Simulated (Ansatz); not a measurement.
```
CELL_PARAMETERS angstrom
2.47134 0.00000 0.00000
-1.23567 2.14024 0.00000
0.00000 0.00000 3.91438
ATOMIC_POSITIONS crystal
Fe 0.66667 0.33333 0.75000
Fe 0.33333 0.66667 0.25000
```

Space group P6₃/mmc; a structure from a database of computed crystals, not necessarily the ambient phase; the program warned that a starting moment wasn't kept; spin-polarised, but the moments vanished.

The calculation used Kohn-Sham DFT of a periodic cell, revPBE, Ansatz PAW (Ansatz 0.2.0).

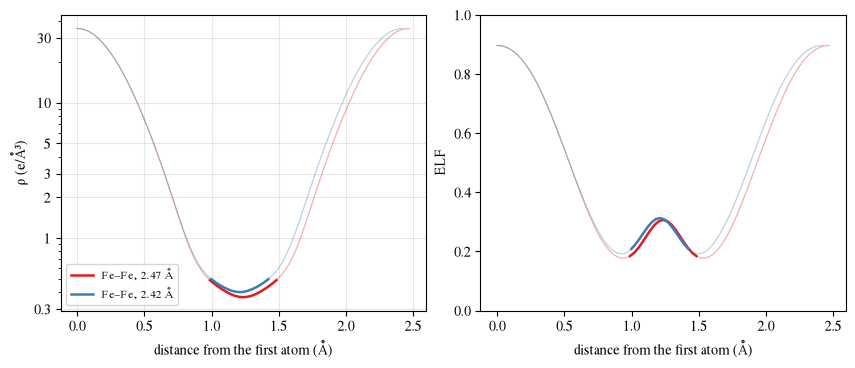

Fe. Valence pseudo-density and electron localisation function along straight lines between neighbouring atoms. Thin, pale parts lie inside the atomic spheres.

In a PAW calculation such maps are meaningful between the atoms, not at the nuclei.

Q: What can be read from the curves?

A: Fe–Fe (2.47 Å): ρ is about 0.37 e/Å³ halfway; the ELF is about 0.30 at the midpoint.
Fe–Fe (2.42 Å): ρ is about 0.4 e/Å³ halfway; the ELF is about 0.30 at the midpoint.
